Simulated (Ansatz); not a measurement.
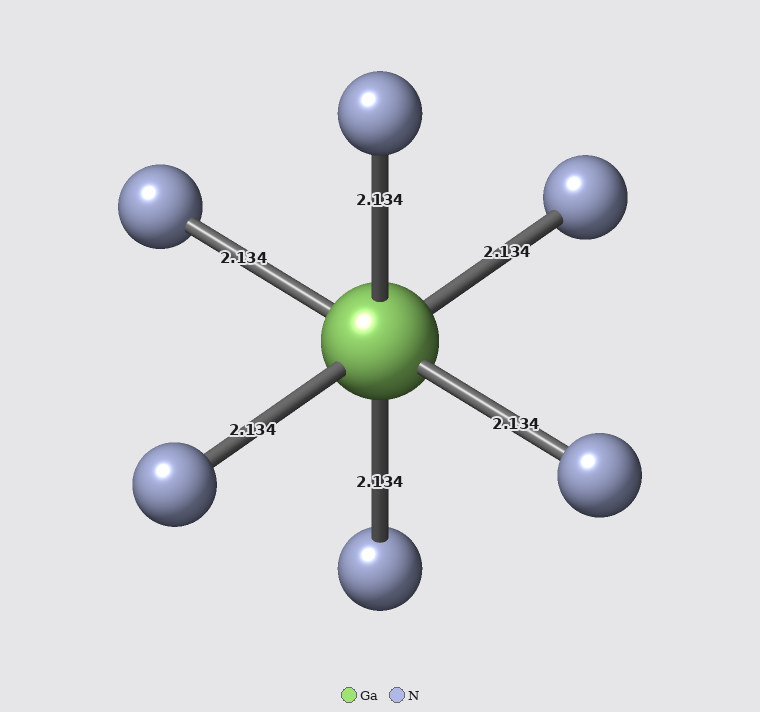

The surroundings of site Ga1 (at 0.000, 0.000, 0.000) in GaN (Fm-3m), with bond lengths in Å.

Source of the atomic positions: coordinates from a relaxation with DFT PBE, scalar-relativistic, plane waves, PAW in Ansatz; the starting structure was generated, so it need not be a known form of this composition.

```xyz
8
Lattice="4.2682 0.0000 0.0000 0.0000 4.2682 0.0000 0.0000 0.0000 4.2682" Properties=species:S:1:pos:R:3 pbc="T T T"
Ga    0.0000    0.0000    0.0000
N     2.1341    0.0000    0.0000
Ga    0.0000    2.1341    2.1341
N     2.1341    2.1341    2.1341
Ga    2.1341    0.0000    2.1341
N     0.0000    0.0000    2.1341
Ga    2.1341    2.1341    0.0000
N     0.0000    2.1341    0.0000
```

Bond valence s = exp((R0 − d)/b), R0 fitted to published crystal structures with b = 0.37 Å; R0 in Å: Ga3+–N 1.897.

Calculate the bond-valence sum of Ga1 from the bonds drawn.

6 × 0.527 = 3.16 v.u., against a formal valence of 3: overbonded (bonds short for this ion) by 0.16.

And over the whole structure?

| site | x, y, z | formal valence | bond-valence sum | difference |
| --- | --- | --- | --- | --- |
| Ga1 | 0.000, 0.000, 0.000 | +3 | 3.23 | 0.23 |
| N1 | 0.500, 0.000, 0.000 | −3 | 3.23 | 0.23 |

These sums include all anions within 5 Å. The global instability index (root mean square of the differences over all atoms) is 0.23 v.u.: above 0.2, which by the usual rule of thumb marks a strained structure. Cells relaxed with PBE tend to have slightly long bonds, which lowers the sums.
